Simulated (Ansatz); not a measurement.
# IrO2 (P4_2/mnm): one cell, many starting occupations

Task: map the metastable states of IrO2 (P4_2/mnm) by varying the start. Cell and atoms stay fixed.

Program: Ansatz 0.2.0. Level of theory: DFT PBEsol+U (U_eff = 5 eV on Ir d), plane waves, PAW, no spin–orbit coupling unless a run says so. These are calculated values, not measurements.

## (1) The starting structure

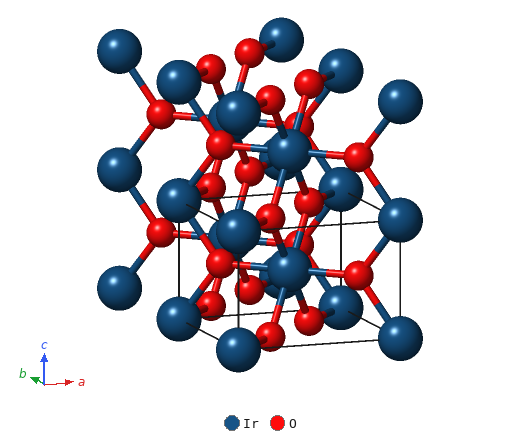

The starting structure, seen slightly off an axis (iridium blue, oxygen red). 1×2×2 cells are drawn. Atoms on the faces are drawn again on the opposite ones.

Coordinates:

```cif
data_structure
_symmetry_space_group_name_H-M 'P 1'
_symmetry_Int_Tables_number 1
_cell_length_a 4.4990
_cell_length_b 4.4990
_cell_length_c 3.1460
_cell_angle_alpha 90.000
_cell_angle_beta 90.000
_cell_angle_gamma 90.000
_cell_volume 63.68
loop_
_atom_site_label
_atom_site_type_symbol
_atom_site_fract_x
_atom_site_fract_y
_atom_site_fract_z
_atom_site_occupancy
Ir1 Ir 0.00000 0.00000 0.00000 1
Ir2 Ir 0.50000 0.50000 0.50000 1
O1 O 0.31100 0.31100 0.00000 1
O2 O 0.18900 0.81100 0.50000 1
O3 O 0.68900 0.68900 0.00000 1
O4 O 0.81100 0.18900 0.50000 1
```

Magnetic order typed: opposed in the cell.

The runs: from atoms, symmetry kept, no search; natural orbitals of the symmetric run, filled by rank; random orbitals: single harmonics, first filling; random orbitals: drawn by pairs, first filling; from atoms, default search.

## (2) From atoms, symmetry kept, no search

Contents of input.yaml:

```yaml
crystal:
  lattice:
    - [4.49900026, 0.0, 0.0]
    - [0.0, 4.49900026, 0.0]
    - [0.0, 0.0, 3.14600018]
  atoms:
    - { symbol: Ir, position: [0.0, 0.0, 0.0], spin: 5.0 }
    - { symbol: Ir, position: [0.5, 0.5, 0.5], spin: -5.0 }
    - { symbol: O, position: [0.311, 0.311, 0.0] }
    - { symbol: O, position: [0.189, 0.811, 0.5] }
    - { symbol: O, position: [0.689, 0.689, 0.0] }
    - { symbol: O, position: [0.811, 0.189, 0.5] }
basis:
  ecutwfc: 420
  ecutrho_ratio: 4
kpoints:
  mp_grid: { grid: [4, 4, 6] }
hamiltonian:
  xc: pbesol
  hubbard:
    sites: [{ site: 0, l: d, u_eff: 5.0 }, { site: 1, l: d, u_eff: 5.0 }]
scf:
  occupations: { method: gaussian, width: 0.05 }
  lower_state_search: "off"
  max_iter: 150
output:
  forces: true
  stress: true
  eigenvalues: true
  populations: true
  hubbard: { sites: [{ site: 0, l: d }, { site: 1, l: d }] }
magnetization:
  spin_polarized: true
```

Command:

```bash
$ ansatz run input.yaml --threads 4 --pin off --max-ram 6144MiB --backend cpu --events-out ev --progress --plain --runs-dir out
```

The program printed, shortened:

```text
Warning: RAYON_NUM_THREADS=4 ignored (pool sized by the plan → 4); use --threads N
Ir: projections on atomic orbitals take those of the free atom [Kr 4d10 4f14] 5s2 5p6 5d7 6s2, of charge +0.00 (hamiltonian.pseudopotentials.projection_atoms); the dataset's partial waves leave at most 8.4e-5 of an orbital's norm unspanned inside its sphere
O: projections on atomic orbitals take those of the free atom [He] 2s2 2p4, of charge +0.00 (hamiltonian.pseudopotentials.projection_atoms); the dataset's partial waves leave at most 1.9e-8 of an orbital's norm unspanned inside its sphere
[...]
Pseudopotentials: kind: paw
Pseudopotential: Ir, paw, valence charge 17, recommended cutoff 420 eV (normal), Ir.paw.azcp
Pseudopotential: O, paw, valence charge 6, recommended cutoff 420 eV (normal), O.paw.azcp
Functional definition: PBEsol
[...]
Crystal: 6 atoms, lattice volume = 63.678 Å³
Basis set: ecut = 420 eV, 1243 PW (Γ), exchange–correlation on 64×64×48 points (8 copies of the dense FFT grid, shifted against one another)
Bands: 41, of which v1, the nominal top of the filled ones, is band 29 counted from 1 (28 counted from 0)
Symmetry: 8 space group operations
Space group: Cmmm (ITA 65), of the structure as read, at distance tolerance 4.0e-5 Å
Magnetic group: BNS 136.498 (UNI 1158), of the structure as read, at distance tolerance 4.0e-5 Å
k-points: 28 of 96
[...]
Starting moments: Σ|m| = 10 μB on 2 of 6 sites
Starting magnetic order: altermagnet, d-wave, planar spin-momentum locking; spin-degenerate planes through Γ normal to [0 1 0], [1 0 0] of the run's lattice
[...]
WARN: the starting moments were not kept: the SCF closed with an absolute magnetisation of 6.6e-6 μB, where they sum to 10 μB in size (2 sites). That is at most 0.1 of that sum. Measured as dr2_m measures the in/out step, that magnetisation stands 1.0e-11 eV from none, at or under the [...]
  atom   3  O     -0.46262247    -0.46262247     0.00000000
  atom   4  O      0.46262226    -0.46262226     0.00000000
  atom   5  O      0.46262247     0.46262247     0.00000000
  atom   6  O     -0.46262226     0.46262226     0.00000000
[...]
--- Stress (GPa, compression-positive) ---
       -0.927415      -0.000001       0.000000
       -0.000001      -0.927415       0.000000
        0.000000       0.000000       3.770833
  P = ⅓ Tr σ = 0.6387 GPa (6.387 kbar)
--- Band table (eV; the first three rows and the last of 56) ---
[...]
Occupation matrices written to <dir>
--- Löwdin populations: 6 sites ---
  site symbol       q [e]    m [muB]
     0     Ir     15.6406     0.0000
     1     Ir     15.6406    -0.0000
     2      O      6.6207     0.0000
     3      O      6.6207    -0.0000
     4      O      6.6207     0.0000
     5      O      6.6207    -0.0000
  spilling = 0.004074 (of n_electrons = 58.000000)
--- Occupation matrices: 2 shells (run DFT+U table (all-electron-ortho-atomic); ε = 4.62e-4) ---
  Ir0 d_5D: site group D2h (mmm)
  Ir0 d_5D up     Tr n = 3.5618  λ = 0.397 0.418 0.859 0.908 0.980  [xz 0.50 B3g(1.00) | xy 0.65 Ag(1.00) | x2-y2 1.00 B1g(1.00) | xz 0.50 B2g(1.00) | z2 0.65 Ag(1.00)]
  Ir0 d_5D dn     Tr n = 3.5618  λ = 0.397 0.418 0.859 0.908 0.980  [xz 0.50 B3g(1.00) | xy 0.65 Ag(1.00) | x2-y2 1.00 B1g(1.00) | xz 0.50 B2g(1.00) | z2 0.65 Ag(1.00)]
  Ir1 d_5D: site group D2h (mmm)
  Ir1 d_5D up     Tr n = 3.5618  λ = 0.397 0.418 0.859 0.908 0.980  [xz 0.50 B3g(1.00) | xy 0.65 Ag(1.00) | x2-y2 1.00 B1g(1.00) | xz 0.50 B2g(1.00) | z2 0.65 Ag(1.00)]
  Ir1 d_5D dn     Tr n = 3.5618  λ = 0.397 0.418 0.859 0.908 0.980  [xz 0.50 B3g(1.00) | xy 0.65 Ag(1.00) | x2-y2 1.00 B1g(1.00) | xz 0.50 B2g(1.00) | z2 0.65 Ag(1.00)]
  Tr n, λ and their labels are of the run-group-symmetrised matrices; stabiliser: 32 of 32 elements of G0×{1,Θ} (closed), max defect 2.9e-6 at τ = 9.8e-5
```

It took 29 s on 4 threads of Arm Neoverse V1, shared host; peak memory 0.7 GiB.

Result: no gap, pressure 0.6 GPa, no moment over 0.05 μB in any sphere, largest force component 0.46 eV/Å, 8 symmetry operations imposed.

The shells' filling, with natural orbitals sorted by occupation:

```
         shell  channel  electrons  over 0.8  0.2 to 0.8  under 0.2
Ir 5d (atom 1)       up       3.56         3           2          0
Ir 5d (atom 1)     down       3.56         3           2          0
```

## (3) Natural orbitals of the symmetric run, filled by rank

input.yaml, as its differences from that of step 2:

```diff
@@ -20,3 +20,35 @@
   hubbard:
-    sites: [{ site: 0, l: d, u_eff: 5.0 }, { site: 1, l: d, u_eff: 5.0 }]
+    sites:
+      - { site: 0, l: d, u_eff: 5.0, starting_ns: [{ spin: up, occupation_matrix: s0up }, { spin: down, occupation_matrix: s0down }] }
+      - { site: 1, l: d, u_eff: 5.0, starting_ns: [{ spin: up, occupation_matrix: s1up }, { spin: down, occupation_matrix: s1down }] }
+    occupation_matrices:
+      s0up:
+        matrix:
+          - [0.97, 0.0, 0.0, 0.0, 0.0]
+          - [0.0, 0.97, 0.0, 0.0, 0.0]
+          - [0.0, 0.0, 0.97, 0.0, 0.0]
+          - [0.0, 0.0, 0.0, 0.97, 0.0]
+          - [0.0, 0.0, 0.0, 0.0, 0.97]
+      s0down:
+        matrix:
+          - [0.02, 0.0, 0.0, 0.0, 0.0]
+          - [0.0, 0.02, 0.0, 0.0, 0.0]
+          - [0.0, 0.0, 0.02, 0.0, 0.0]
+          - [0.0, 0.0, 0.0, 0.02, 0.0]
+          - [0.0, 0.0, 0.0, 0.0, 0.02]
+      s1up:
+        matrix:
+          - [0.02, 0.0, 0.0, 0.0, 0.0]
+          - [0.0, 0.02, 0.0, 0.0, 0.0]
+          - [0.0, 0.0, 0.02, 0.0, 0.0]
+          - [0.0, 0.0, 0.0, 0.02, 0.0]
+          - [0.0, 0.0, 0.0, 0.0, 0.02]
+      s1down:
+        matrix:
+          - [0.97, 0.0, 0.0, 0.0, 0.0]
+          - [0.0, 0.97, 0.0, 0.0, 0.0]
+          - [0.0, 0.0, 0.97, 0.0, 0.0]
+          - [0.0, 0.0, 0.0, 0.97, 0.0]
+          - [0.0, 0.0, 0.0, 0.0, 0.97]
+    ns_hold: { iters: 10 }
 scf:
@@ -31,2 +63,6 @@
   hubbard: { sites: [{ site: 0, l: d }, { site: 1, l: d }] }
+  write_density: true
+  write_potential: true
+  elf: true
+  volumetric_format: npy
 magnetization:
```

At this filling each channel is wholly full or empty, so no choice of orbitals remains. The typed matrices put 0.97 on the chosen orbitals and 0.02 on the others, and are held for 10 cycles.

Command:

```bash
$ ansatz run input.yaml --threads 4 --pin off --max-ram 6144MiB --backend cpu --events-out ev --progress --plain --runs-dir out
```

The program printed, shortened:

```text
Warning: RAYON_NUM_THREADS=4 ignored (pool sized by the plan → 4); use --threads N
Ir: projections on atomic orbitals take those of the free atom [Kr 4d10 4f14] 5s2 5p6 5d7 6s2, of charge +0.00 (hamiltonian.pseudopotentials.projection_atoms); the dataset's partial waves leave at most 8.4e-5 of an orbital's norm unspanned inside its sphere
O: projections on atomic orbitals take those of the free atom [He] 2s2 2p4, of charge +0.00 (hamiltonian.pseudopotentials.projection_atoms); the dataset's partial waves leave at most 1.9e-8 of an orbital's norm unspanned inside its sphere
[...]
[... 4 set-up lines as earlier in the session ...]
[...]
Crystal: 6 atoms, lattice volume = 63.678 Å³
Basis set: ecut = 420 eV, 1243 PW (Γ), exchange–correlation on 64×64×48 points (8 copies of the dense FFT grid, shifted against one another)
[...]
WARN: the starting moments were not kept: the SCF closed with an absolute magnetisation of 6.4e-6 μB, where they sum to 10 μB in size (2 sites). That is at most 0.1 of that sum. Measured as dr2_m measures the in/out step, that magnetisation stands 1.0e-11 eV from none, at or under the [...]
  Ir0 d_5D dn     Tr n = 3.5618  λ = 0.397 0.418 0.859 0.908 0.980  [xz 0.50 B3g(1.00) | xy 0.65 Ag(1.00) | x2-y2 1.00 B1g(1.00) | xz 0.50 B2g(1.00) | z2 0.65 Ag(1.00)]
  specified occupation → Ir0 d_5D up: matrix, ‖Δ‖_F = 0.8057, Tr Δ = +1.2882, displaced = 0.6536, d_λ = 0.8057; orbital distance = 0.0000
  specified occupation → Ir0 d_5D dn: matrix, ‖Δ‖_F = 1.6474, Tr Δ = -3.4618, displaced = 1.7309, d_λ = 1.6474; orbital distance = 0.0000
  Ir1 d_5D: site group D2h (mmm)
  Ir1 d_5D up     Tr n = 3.5618  λ = 0.397 0.418 0.859 0.908 0.980  [xz 0.50 B3g(1.00) | xy 0.65 Ag(1.00) | x2-y2 1.00 B1g(1.00) | xz 0.50 B2g(1.00) | z2 0.65 Ag(1.00)]
  Ir1 d_5D dn     Tr n = 3.5618  λ = 0.397 0.418 0.859 0.908 0.980  [xz 0.50 B3g(1.00) | xy 0.65 Ag(1.00) | x2-y2 1.00 B1g(1.00) | xz 0.50 B2g(1.00) | z2 0.65 Ag(1.00)]
  specified occupation → Ir1 d_5D up: matrix, ‖Δ‖_F = 1.6474, Tr Δ = -3.4618, displaced = 1.7309, d_λ = 1.6474; orbital distance = 0.0000
  specified occupation → Ir1 d_5D dn: matrix, ‖Δ‖_F = 0.8057, Tr Δ = +1.2882, displaced = 0.6536, d_λ = 0.8057; orbital distance = 0.0000
  Tr n, λ and their labels are of the run-group-symmetrised matrices; stabiliser: 32 of 32 elements of G0×{1,Θ} (closed), max defect 3.1e-6 at τ = 6.1e-5
```

Run time: 30 s. Hardware: 4 threads of Arm Neoverse V1, shared host; peak memory 0.7 GiB.

It ends with no gap, pressure 0.6 GPa, no moment over 0.05 μB in any sphere, largest force component 0.46 eV/Å, 8 symmetry operations imposed. The program reports that the typed filling wasn't kept.

How the shells are filled (orbitals counted by the eigenvalues of the occupation matrices):

```
         shell  channel  electrons  over 0.8  0.2 to 0.8  under 0.2
Ir 5d (atom 1)       up       3.56         3           2          0
Ir 5d (atom 1)     down       3.56         3           2          0
```

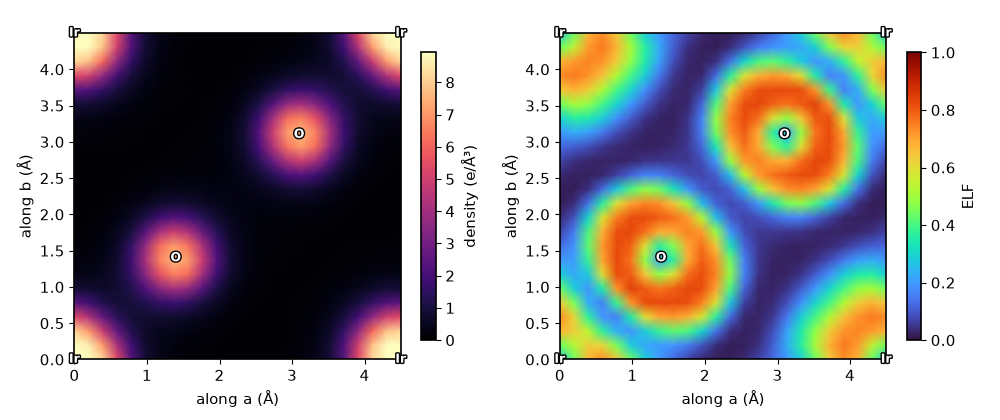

Density (left) and ELF (right) in a lattice plane of the grid's cell (edges 4.50 and 4.50 Å, at 0.000 of the third edge), which holds Ir and O. Only atoms in the plane are labelled. Both are smooth fields of the valence electrons: close to the nuclei they are not physical.

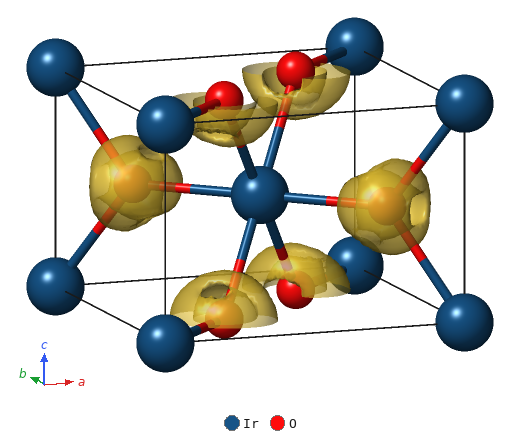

Surface of ELF = 0.78, drawn in one cell.

The highest ELF values outside the cores: 0.84 in the shell around O, 0.6 Å from O; 0.84 on the O–Ir line, 0.6 Å from O; 0.83 beside O, off the lines to its neighbours, 0.6 Å from O.

## (4) Random orbitals: single harmonics, first filling

input.yaml, as its differences from that of step 3:

```diff
@@ -52,3 +52,3 @@
           - [0.0, 0.0, 0.0, 0.0, 0.97]
-    ns_hold: { iters: 10 }
+    ns_hold: until_converged
 scf:
```

At this filling each channel is wholly full or empty, so no choice of orbitals remains. The typed matrices put 0.97 on the chosen orbitals and 0.02 on the others, and are held until the SCF converges, then released.

Command:

```bash
$ ansatz run input.yaml --threads 4 --pin off --max-ram 6144MiB --backend cpu --events-out ev --progress --plain --runs-dir out
```

The program printed, shortened:

```text
Warning: RAYON_NUM_THREADS=4 ignored (pool sized by the plan → 4); use --threads N
Ir: projections on atomic orbitals take those of the free atom [Kr 4d10 4f14] 5s2 5p6 5d7 6s2, of charge +0.00 (hamiltonian.pseudopotentials.projection_atoms); the dataset's partial waves leave at most 8.4e-5 of an orbital's norm unspanned inside its sphere
O: projections on atomic orbitals take those of the free atom [He] 2s2 2p4, of charge +0.00 (hamiltonian.pseudopotentials.projection_atoms); the dataset's partial waves leave at most 1.9e-8 of an orbital's norm unspanned inside its sphere
[...]
[... 4 set-up lines as earlier in the session ...]
[...]
Crystal: 6 atoms, lattice volume = 63.678 Å³
Basis set: ecut = 420 eV, 1243 PW (Γ), exchange–correlation on 64×64×48 points (8 copies of the dense FFT grid, shifted against one another)
[...]
WARN: the starting moments were not kept: the SCF closed with an absolute magnetisation of 6.3e-6 μB, where they sum to 10 μB in size (2 sites). That is at most 0.1 of that sum. Measured as dr2_m measures the in/out step, that magnetisation stands 1.0e-11 eV from none, at or under the [...]
  Ir0 d_5D dn     Tr n = 3.5618  λ = 0.397 0.418 0.859 0.908 0.980  [xz 0.50 B3g(1.00) | xy 0.65 Ag(1.00) | x2-y2 1.00 B1g(1.00) | xz 0.50 B2g(1.00) | z2 0.65 Ag(1.00)]
  specified occupation → Ir0 d_5D up: matrix, ‖Δ‖_F = 0.8057, Tr Δ = +1.2882, displaced = 0.6536, d_λ = 0.8057; orbital distance = 0.0000
  specified occupation → Ir0 d_5D dn: matrix, ‖Δ‖_F = 1.6475, Tr Δ = -3.4618, displaced = 1.7309, d_λ = 1.6475; orbital distance = 0.0000
  Ir1 d_5D: site group D2h (mmm)
  Ir1 d_5D up     Tr n = 3.5618  λ = 0.397 0.418 0.859 0.908 0.980  [xz 0.50 B3g(1.00) | xy 0.65 Ag(1.00) | x2-y2 1.00 B1g(1.00) | xz 0.50 B2g(1.00) | z2 0.65 Ag(1.00)]
  Ir1 d_5D dn     Tr n = 3.5618  λ = 0.397 0.418 0.859 0.908 0.980  [xz 0.50 B3g(1.00) | xy 0.65 Ag(1.00) | x2-y2 1.00 B1g(1.00) | xz 0.50 B2g(1.00) | z2 0.65 Ag(1.00)]
  specified occupation → Ir1 d_5D up: matrix, ‖Δ‖_F = 1.6475, Tr Δ = -3.4618, displaced = 1.7309, d_λ = 1.6475; orbital distance = 0.0000
  specified occupation → Ir1 d_5D dn: matrix, ‖Δ‖_F = 0.8057, Tr Δ = +1.2882, displaced = 0.6536, d_λ = 0.8057; orbital distance = 0.0000
  Tr n, λ and their labels are of the run-group-symmetrised matrices; stabiliser: 32 of 32 elements of G0×{1,Θ} (closed), max defect 2.9e-6 at τ = 4.7e-5
```

Wall time 49 s (4 threads of Arm Neoverse V1, shared host); peak memory 0.71 GiB.

It ends with no gap, pressure 0.6 GPa, no moment over 0.05 μB in any sphere, largest force component 0.46 eV/Å, 8 symmetry operations imposed. The program reports that the typed filling wasn't kept.

How the shells are filled (orbitals counted by the eigenvalues of the occupation matrices):

| shell | channel | electrons | over 0.8 | 0.2 to 0.8 | under 0.2 |
| --- | --- | --- | --- | --- | --- |
| Ir 5d (atom 1) | up | 3.56 | 3 | 2 | 0 |
| Ir 5d (atom 1) | down | 3.56 | 3 | 2 | 0 |

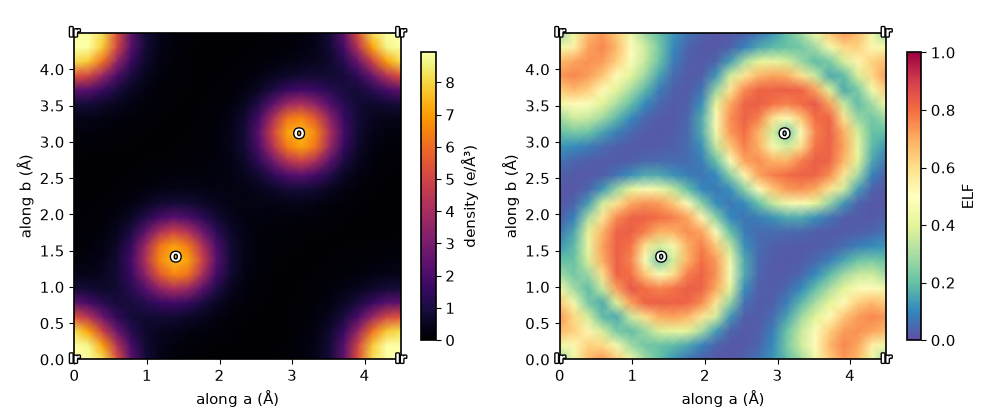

Density (left) and ELF (right) in a lattice plane of the grid's cell (edges 4.50 and 4.50 Å, at 0.000 of the third edge), which holds Ir and O. Only atoms in the plane are labelled. Both are smooth fields of the valence electrons: close to the nuclei they are not physical.

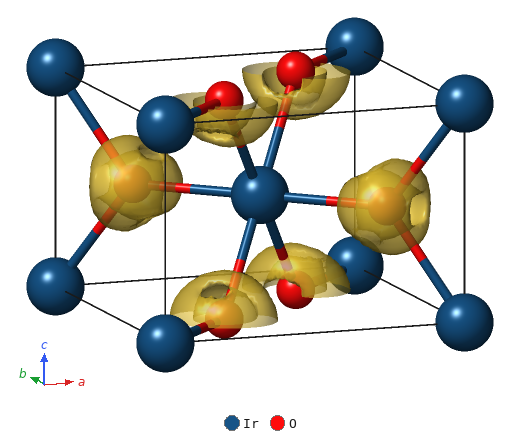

Surface of ELF = 0.78, drawn in one cell.

Outside the cores ELF peaks at 0.84 in the shell around O, 0.6 Å from O; 0.84 on the O–Ir line, 0.6 Å from O; 0.83 beside O, off the lines to its neighbours, 0.6 Å from O.

(Part 1 of 2 ends here.)
